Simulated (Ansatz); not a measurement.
Run report: TiO₂, geometry relaxation (part 2 of 2)

The same run, continued: TiO₂ (P4₂/mnm, 6 atoms in the cell); DFT PBE, scalar-relativistic, plane waves, PAW, no spin polarisation (Ansatz 0.2.0); cutoff 420 eV, 6×6×10 k-mesh, Gaussian smearing of 0.02 eV. The structure derives from an entry of the Crystallography Open Database.

Geometry of the input (Å; fractional positions):
```
4.5922  0.0000  0.0000
0.0000  4.5922  0.0000
0.0000  0.0000  2.9574
Ti 0.0000  0.0000  0.0000
Ti 0.5000  0.5000  0.5000
O  0.3050  0.3050  0.0000
O  0.1950  0.8050  0.5000
O  0.6950  0.6950  0.0000
O  0.8050  0.1950  0.5000
```

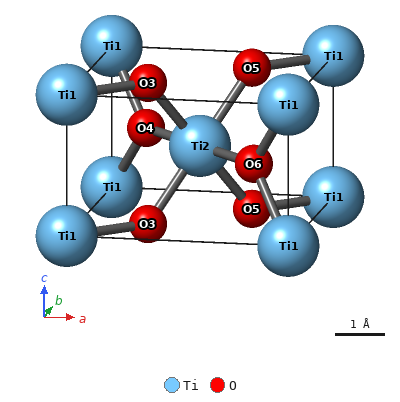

**Figure 1.** The geometry at step 3 of the log (ball-and-stick view of the cell of the calculation, seen slightly off an axis; atoms are numbered from 1 in the order of the input).

## The program's output, continued
```
relax step   5: F+E_penalty+E_count = -7277.29726877 eV  Δ(F+E_penalty+E_count) = -3.039e-5 eV  max|allowed force component| = 3.272e-5 eV/Å  Δτ_max = 0.0011 Å  P = +0.000 GPa  Ω = 63.831 Å³  energy of the carried Pulay correction = -6.680e-3 eV  (5 SCF iters, dr2 threshold 9.61e-8 eV, accepted)
Initial wavefunctions: pseudopotential atomic-orbital guess (no wavefunctions were taken with the density)
iter 1 solved again at ethr=1.98e-8 eV; its pass at ethr=3.10e-3 eV (dr2=9.51e-6 eV) is discarded
SCF iter   1: F=—  HF=-7277.305088 eV  |F-HF|=—  |Δ(HF+E_count)|=         —  Δρ=2.75e-4  dr2=6.36e-6  ethr=1.98e-8  ⟨swp⟩=3.0  Hψ=12020  notcnv=0
preconditioner: auto → Resta (q_TF=auto, 2.602 Å⁻¹)  ε∞=9.0  [insulator: Δε(μ)=1.860 eV  Ē_g=9.310 eV  σ=0.020 eV  W_gap=1.00  n_scr=18 (ndim 8)  ℏωp=26.3 eV  f_vac=0.024  D(μ)=0.00/eV (n_scr^D=0)  ε∞_Penn≈9.0]
SCF iter   2: F=—  HF=-7277.305204 eV  |F-HF|=—  |Δ(HF+E_count)|=   1.16e-4  Δρ=1.40e-4  dr2=3.16e-6  ethr=1.32e-8  ⟨swp⟩=2.0  Hψ=2760  notcnv=0
SCF iter   3: F=—  HF=-7277.305227 eV  |F-HF|=—  |Δ(HF+E_count)|=   2.29e-5  Δρ=7.14e-5  dr2=5.76e-7  ethr=6.58e-9  ⟨swp⟩=2.0  Hψ=2332  notcnv=0
SCF iter   4: F=—  HF=-7277.305234 eV  |F-HF|=—  |Δ(HF+E_count)|=   6.95e-6  Δρ=8.39e-6  dr2=1.41e-8  ethr=1.20e-9  ⟨swp⟩=2.0  Hψ=2760  notcnv=0
SCF iter   5: F=—  HF=-7277.305234 eV  |F-HF|=—  |Δ(HF+E_count)|=   3.46e-8  Δρ=1.07e-6  dr2=5.31e-10  ethr=2.93e-11  ⟨swp⟩=2.3  Hψ=2994  notcnv=0
SCF iter   6: F=-7277.305234 eV  HF=-7277.305234 eV  |F-HF|=2.09e-11  |Δ(HF+E_count)|=   1.05e-9  Δρ=2.04e-7  dr2=2.08e-11  ethr=1.00e-12  ⟨swp⟩=6.0  Hψ=7929  notcnv=0
SCF 6 converged in 6 iterations: F = -7277.305234 eV  dr2 = 2.08e-11
relax step   6: F+E_penalty+E_count = -7277.30523359 eV  Δ(F+E_penalty+E_count) = -7.965e-3 eV  max|allowed force component| = 1.071e-4 eV/Å  Δτ_max = 0.0000 Å  P = +0.217 GPa  Ω = 63.831 Å³  stress off target by 2.57e-1 GPa  SCF on the basis re-selected at this cell (its energy is not comparable with the rows above)  (6 SCF iters)
basis re-selected at this cell: Δ(F+E_penalty+E_count) = -7.965e-3 eV, ΔP = +0.217 GPa vs the last step (what re-selecting the basis moved, of the pressure what is left beyond the Pulay correction that the steps carried, after the strain that the cell walked since its last selection, with what the two solves' SCF thresholds leave and, on support functions, any second-order correction that the steps lacked; it is no measure of the basis error at this ecutwfc). This SCF's stress stands 2.57e-1 GPa from its target on what of the cell is left free (relax.cell.stress_tol is 5.00e-2 GPa) and its largest allowed force component is 1.07e-4 eV/Å (relax.f_tol is 5.00e-3 eV/Å): not within both, so this SCF does not close the relaxation
Crystal: 6 atoms, lattice volume = 63.901 Å³
iter 1 solved again at ethr=8.14e-8 eV; its pass at ethr=3.10e-3 eV (dr2=3.91e-5 eV) is discarded
SCF iter   1: F=—  HF=-7277.304955 eV  |F-HF|=—  |Δ(HF+E_count)|=         —  Δρ=2.57e-4  dr2=3.85e-5  ethr=8.14e-8  ⟨swp⟩=2.0  Hψ=9455  notcnv=0
preconditioner: auto → Resta (q_TF=auto, 2.601 Å⁻¹)  ε∞=9.0  [insulator: Δε(μ)=1.857 eV  Ē_g=9.303 eV  σ=0.020 eV  W_gap=1.00  n_scr=18 (ndim 8)  ℏωp=26.3 eV  f_vac=0.024  D(μ)=0.00/eV (n_scr^D=0)  ε∞_Penn≈9.0]
SCF iter   2: F=—  HF=-7277.304978 eV  |F-HF|=—  |Δ(HF+E_count)|=   2.29e-5  Δρ=1.41e-4  dr2=1.20e-5  ethr=8.02e-8  ⟨swp⟩=2.0  Hψ=2760  notcnv=0
SCF iter   3: F=—  HF=-7277.304976 eV  |F-HF|=—  |Δ(HF+E_count)|=   1.70e-6  Δρ=5.49e-5  dr2=1.91e-6  ethr=2.49e-8  ⟨swp⟩=2.0  Hψ=2276  notcnv=0
SCF iter   4: F=-7277.304976 eV  HF=-7277.304976 eV  |F-HF|=4.66e-8  |Δ(HF+E_count)|=   1.09e-7  Δρ=1.43e-5  dr2=1.34e-7  ethr=3.44e-10  ⟨swp⟩=6.1  Hψ=11468  notcnv=0
SCF 7 converged in 4 iterations: F = -7277.304976 eV  dr2 = 1.34e-7
relax step   7: F+E_penalty+E_count = -7277.30497604 eV  Δ(F+E_penalty+E_count) = +2.576e-4 eV  max|allowed force component| = 8.888e-7 eV/Å  Δτ_max = 0.0003 Å  P = +0.008 GPa  Ω = 63.901 Å³  energy of the carried Pulay correction = -3.177e-4 eV  (4 SCF iters, dr2 threshold 1.65e-7 eV, accepted)
iter 1 solved again at ethr=1.01e-8 eV; its pass at ethr=3.10e-3 eV (dr2=4.87e-6 eV) is discarded
SCF iter   1: F=—  HF=-7277.305195 eV  |F-HF|=—  |Δ(HF+E_count)|=         —  Δρ=1.64e-5  dr2=1.34e-7  ethr=1.01e-8  ⟨swp⟩=3.1  Hψ=12286  notcnv=0
preconditioner: auto → Resta (q_TF=auto, 2.601 Å⁻¹)  ε∞=9.0  [insulator: Δε(μ)=1.860 eV  Ē_g=9.305 eV  σ=0.020 eV  W_gap=1.00  n_scr=18 (ndim 8)  ℏωp=26.3 eV  f_vac=0.024  D(μ)=0.00/eV (n_scr^D=0)  ε∞_Penn≈9.0]
SCF iter   2: F=—  HF=-7277.305224 eV  |F-HF|=—  |Δ(HF+E_count)|=   2.87e-5  Δρ=1.08e-5  dr2=6.38e-8  ethr=2.78e-10  ⟨swp⟩=2.0  Hψ=3072  notcnv=0
SCF iter   3: F=—  HF=-7277.305224 eV  |F-HF|=—  |Δ(HF+E_count)|=   3.98e-8  Δρ=3.84e-6  dr2=6.34e-9  ethr=1.33e-10  ⟨swp⟩=2.1  Hψ=2530  notcnv=0
SCF iter   4: F=—  HF=-7277.305224 eV  |F-HF|=—  |Δ(HF+E_count)|=   1.64e-9  Δρ=2.38e-6  dr2=3.10e-9  ethr=1.32e-11  ⟨swp⟩=2.0  Hψ=2760  notcnv=0
SCF iter   5: F=—  HF=-7277.305224 eV  |F-HF|=—  |Δ(HF+E_count)|=  4.00e-11  Δρ=9.35e-7  dr2=3.07e-10  ethr=6.45e-12  ⟨swp⟩=2.0  Hψ=2192  notcnv=0
SCF iter   6: F=-7277.305224 eV  HF=-7277.305224 eV  |F-HF|=1.64e-11  |Δ(HF+E_count)|=  3.51e-10  Δρ=2.12e-7  dr2=3.77e-11  ethr=1.00e-12  ⟨swp⟩=4.4  Hψ=8354  notcnv=0
SCF 8 converged in 6 iterations: F = -7277.305224 eV  dr2 = 3.77e-11
relax step   8: F+E_penalty+E_count = -7277.30522420 eV  Δ(F+E_penalty+E_count) = -2.482e-4 eV  max|allowed force component| = 1.214e-5 eV/Å  Δτ_max = 0.0000 Å  P = +0.012 GPa  Ω = 63.901 Å³  stress off target by 1.63e-2 GPa  SCF on the basis re-selected at this cell (its energy is not comparable with the rows above)  (6 SCF iters)
basis re-selected at this cell: Δ(F+E_penalty+E_count) = -2.482e-4 eV, ΔP = +0.004 GPa vs the last step (what re-selecting the basis moved, of the pressure what is left beyond the Pulay correction that the steps carried, after the strain that the cell walked since its last selection, with what the two solves' SCF thresholds leave and, on support functions, any second-order correction that the steps lacked; it is no measure of the basis error at this ecutwfc). This SCF's stress stands 1.63e-2 GPa from its target on what of the cell is left free (relax.cell.stress_tol is 5.00e-2 GPa) and its largest allowed force component is 1.21e-5 eV/Å (relax.f_tol is 5.00e-3 eV/Å): within both
SCF converged after 6 iterations
Free energy (F): -7277.305224 eV
Harris-Foulkes:  -7277.305224 eV  (|F-HF|=1.64e-11)
Internal energy: -7277.305224 eV  (E = F + TS)
E sigma→0 (E₀):  -7277.305224 eV
Fermi energy:    9.691320 eV
--- Per-component energies (eV) ---
  E_band       = -406.862609
  E_kinetic    = 1244.039186
  E_local      = -3130.402338  (includes V_loc(G=0)·N_el)
  E_nonlocal   = 196.261135
  E_hartree    = 1190.691047
  E_xc         = -492.100649
  E_vxc        = -623.173122  (∫ρ·V_xc dr)
  E_paw        = -2721.453503  (= ΣΔE_a)
  E_vpaw       = -474.980046  (= ΣTr[D̂ρ^β])
  E_aug_tail   = 0.010243  (compensation charges beyond the density's cutoff)
  E_ewald      = -3564.350345
  E_smearing   = -0.000000  (= −TS)
  E_closure    = 0.000000  (closes the sum)
  Σ components = -7277.305224   (vs F -7277.305224, Δ=0.00e0)
--- Forces (eV/Å), atoms counted from 1 ---
  atom   1  Ti    -0.00000000    -0.00000000     0.00000000
  atom   2  Ti    -0.00000000     0.00000000     0.00000000
  atom   3  O     -0.00001214    -0.00001214     0.00000000
  atom   4  O      0.00001214    -0.00001214     0.00000000
  atom   5  O      0.00001214     0.00001214     0.00000000
  atom   6  O     -0.00001214     0.00001214     0.00000000
  max |Σ_I F_I| component: 1.14e-18 eV/Å
--- Stress (GPa, compression-positive) ---
        0.016297       0.000000       0.000000
        0.000000       0.016297       0.000000
        0.000000       0.000000       0.002793
  P = ⅓ Tr σ = 0.0118 GPa (0.118 kbar)
--- Band table (eV; the first three rows and the last of 60) ---
  k-point 0: bands = ["-48.1376", "-48.1228", "-24.4353", "-24.4353", "-24.2841", "-24.2841", "-24.2427", "-24.2123", "-9.3140", "-8.1842", "-7.4965", "-7.4965", "3.1223", "3.5575", "4.0269", "5.0561", "5.0561", "6.2579", "6.2579", "6.8793", "8.1004", "8.3346", "8.3346", "8.7615", "10.6211", "10.9058", "11.1741", "11.2500", "11.2500", "13.0014"]
  k-point 1: bands = ["-48.1335", "-48.1194", "-24.4246", "-24.4246", "-24.2845", "-24.2821", "-24.2821", "-24.2562", "-9.2120", "-8.1258", "-7.5436", "-7.5436", "3.2671", "3.6670", "4.1405", "4.9294", "4.9294", "6.4738", "6.4738", "6.5730", "7.6811", "8.1378", "8.1378", "8.7243", "10.8696", "11.0032", "11.1018", "11.3745", "11.3745", "13.1549"]
  k-point 2: bands = ["-48.1227", "-48.1107", "-24.3959", "-24.3959", "-24.3926", "-24.3697", "-24.2774", "-24.2774", "-8.9334", "-7.9819", "-7.6666", "-7.6666", "3.6618", "3.9561", "4.4756", "4.7775", "4.7775", "5.8891", "6.8132", "6.8591", "6.8591", "7.6348", "7.6348", "8.5436", "10.9799", "11.1900", "11.3361", "11.6765", "11.6765", "12.9294"]
  k-point 59: bands = ["-48.0909", "-48.0909", "-24.6608", "-24.6608", "-24.3009", "-24.3009", "-24.2871", "-24.2871", "-8.0708", "-8.0708", "-7.7861", "-7.7861", "4.2020", "4.2020", "4.3036", "4.3036", "5.3278", "5.3278", "6.0563", "6.0563", "7.5536", "7.5536", "8.0954", "8.0954", "11.3174", "11.3174", "11.9312", "11.9312", "11.9666", "11.9666"]
--- Relaxed structure (6 steps of the walk, 6 accepted, 2 SCFs on fresh bases) ---
  F+E_penalty+E_count = -7277.30522420 eV   max|allowed force component| = 1.214e-5 eV/Å   (the final SCF, on the basis selected at the relaxed cell)
  cell:  # Å, volume = 63.9013 Å³
    - [4.643275009551064, -2.0908137006300467e-34, 0.0]
    - [-2.23020128067205e-34, 4.643275009551064, 0.0]
    - [0.0, 0.0, 2.9638820257013383]
  atoms:
    - { symbol: Ti, position: [-7.968255590215094e-20, 1.9674705161025008e-20, 0.0] }
    - { symbol: Ti, position: [0.5, 0.5, 0.49999999999999994] }
    - { symbol: O, position: [0.305128251352048, 0.305128251352048, 0.0] }
    - { symbol: O, position: [0.19487174864795187, 0.805128251352048, 0.49999999999999994] }
    - { symbol: O, position: [0.6948717486479519, 0.6948717486479519, 0.0] }
    - { symbol: O, position: [0.805128251352048, 0.19487174864795187, 0.49999999999999994] }
```

## Trajectory as extended XYZ (Å, eV, eV/Å), 8 frames, from step=1 to step=8
```
6
Lattice="4.5922 0.0000 0.0000 0.0000 4.5922 0.0000 0.0000 0.0000 2.9574" Properties=species:S:1:pos:R:3:forces:R:3 step=1 energy=-7277.27912 pressure_GPa=5.39
Ti    0.0000    0.0000    0.0000    0.0000   0.0000   0.0000
Ti    2.2961    2.2961    1.4787    0.0000   0.0000   0.0000
O     1.4004    1.4004    0.0000   -0.0700  -0.0700   0.0000
O     0.8957    3.6965    1.4787    0.0700  -0.0700   0.0000
O     3.1918    3.1918    0.0000    0.0700   0.0700   0.0000
O     3.6965    0.8957    1.4787   -0.0700   0.0700   0.0000
6
Lattice="4.6284 0.0000 0.0000 0.0000 4.6284 0.0000 0.0000 0.0000 2.9593" Properties=species:S:1:pos:R:3:forces:R:3 step=2 energy=-7277.29700 pressure_GPa=1.41
Ti    0.0000    0.0000    0.0000    0.0000   0.0000   0.0000
Ti    2.3142    2.3142    1.4796    0.0000   0.0000   0.0000
O     1.4092    1.4092    0.0000    0.0304   0.0304   0.0000
O     0.9050    3.7234    1.4796   -0.0304   0.0304   0.0000
O     3.2192    3.2192    0.0000   -0.0304  -0.0304   0.0000
O     3.7234    0.9050    1.4796    0.0304  -0.0304   0.0000
6
Lattice="4.6369 0.0000 0.0000 0.0000 4.6369 0.0000 0.0000 0.0000 2.9676" Properties=species:S:1:pos:R:3:forces:R:3 step=3 energy=-7277.29720 pressure_GPa=-0.05
Ti    0.0000    0.0000    0.0000    0.0000   0.0000   0.0000
Ti    2.3184    2.3184    1.4838    0.0000   0.0000   0.0000
O     1.4137    1.4137    0.0000    0.0155   0.0155   0.0000
O     0.9047    3.7322    1.4838   -0.0155   0.0155   0.0000
O     3.2232    3.2232    0.0000   -0.0155  -0.0155   0.0000
O     3.7322    0.9047    1.4838    0.0155  -0.0155   0.0000
6
Lattice="4.6391 0.0000 0.0000 0.0000 4.6391 0.0000 0.0000 0.0000 2.9656" Properties=species:S:1:pos:R:3:forces:R:3 step=4 energy=-7277.29724 pressure_GPa=-0.06
Ti    0.0000    0.0000    0.0000    0.0000   0.0000   0.0000
Ti    2.3196    2.3196    1.4828    0.0000   0.0000   0.0000
O     1.4146    1.4146    0.0000    0.0138   0.0138   0.0000
O     0.9050    3.7341    1.4828   -0.0138   0.0138   0.0000
O     3.2246    3.2246    0.0000   -0.0138  -0.0138   0.0000
O     3.7341    0.9050    1.4828    0.0138  -0.0138   0.0000
6
Lattice="4.6405 0.0000 0.0000 0.0000 4.6405 0.0000 0.0000 0.0000 2.9641" Properties=species:S:1:pos:R:3:forces:R:3 step=5 energy=-7277.29727 pressure_GPa=0.00
Ti    0.0000    0.0000    0.0000    0.0000   0.0000   0.0000
Ti    2.3203    2.3203    1.4821    0.0000   0.0000   0.0000
O     1.4157    1.4157    0.0000    0.0000   0.0000   0.0000
O     0.9045    3.7360    1.4821    0.0000   0.0000   0.0000
O     3.2248    3.2248    0.0000    0.0000   0.0000   0.0000
O     3.7360    0.9045    1.4821    0.0000   0.0000   0.0000
6
Lattice="4.6405 0.0000 0.0000 0.0000 4.6405 0.0000 0.0000 0.0000 2.9641" Properties=species:S:1:pos:R:3:forces:R:3 step=6 energy=-7277.30523 pressure_GPa=0.22
Ti    0.0000    0.0000    0.0000    0.0000   0.0000   0.0000
Ti    2.3203    2.3203    1.4821    0.0000   0.0000   0.0000
O     1.4157    1.4157    0.0000   -0.0001  -0.0001   0.0000
O     0.9045    3.7360    1.4821    0.0001  -0.0001   0.0000
O     3.2248    3.2248    0.0000    0.0001   0.0001   0.0000
O     3.7360    0.9045    1.4821   -0.0001   0.0001   0.0000
6
Lattice="4.6433 0.0000 0.0000 0.0000 4.6433 0.0000 0.0000 0.0000 2.9639" Properties=species:S:1:pos:R:3:forces:R:3 step=7 energy=-7277.30498 pressure_GPa=0.01
Ti    0.0000    0.0000    0.0000    0.0000   0.0000   0.0000
Ti    2.3216    2.3216    1.4819    0.0000   0.0000   0.0000
O     1.4168    1.4168    0.0000    0.0000   0.0000   0.0000
O     0.9048    3.7384    1.4819    0.0000   0.0000   0.0000
O     3.2265    3.2265    0.0000    0.0000   0.0000   0.0000
O     3.7384    0.9048    1.4819    0.0000   0.0000   0.0000
6
Lattice="4.6433 0.0000 0.0000 0.0000 4.6433 0.0000 0.0000 0.0000 2.9639" Properties=species:S:1:pos:R:3:forces:R:3 step=8 energy=-7277.30522 pressure_GPa=0.01
Ti    0.0000    0.0000    0.0000    0.0000   0.0000   0.0000
Ti    2.3216    2.3216    1.4819    0.0000   0.0000   0.0000
O     1.4168    1.4168    0.0000    0.0000   0.0000   0.0000
O     0.9048    3.7384    1.4819    0.0000   0.0000   0.0000
O     3.2265    3.2265    0.0000    0.0000   0.0000   0.0000
O     3.7384    0.9048    1.4819    0.0000   0.0000   0.0000
```

## Summary

| quantity | value |
| --- | --- |
| outcome | converged |
| space group (tolerance 0.01 Å) | P4₂/mnm (136) |
| electrons treated | 48 |
| free energy | −7277.3052 eV |
| Fermi energy | 9.691 eV |
| gap on the k-point mesh | 1.86 eV |
| pressure | 0.01 GPa |
| final volume | 63.90 Å³ |
| largest force (length of the vector) at the end | under 0.001 eV/Å |
| final cell | a = 4.643 Å, b = 4.643 Å, c = 2.964 Å, α = 90.00°, β = 90.00°, γ = 90.00° |
| hardware | 4 threads of AMD EPYC (Zen 5), 64 GiB of memory available, shared host |
| wall time | 4.4 s (CPU time 16 s) |
| peak memory | 0.51 GiB |
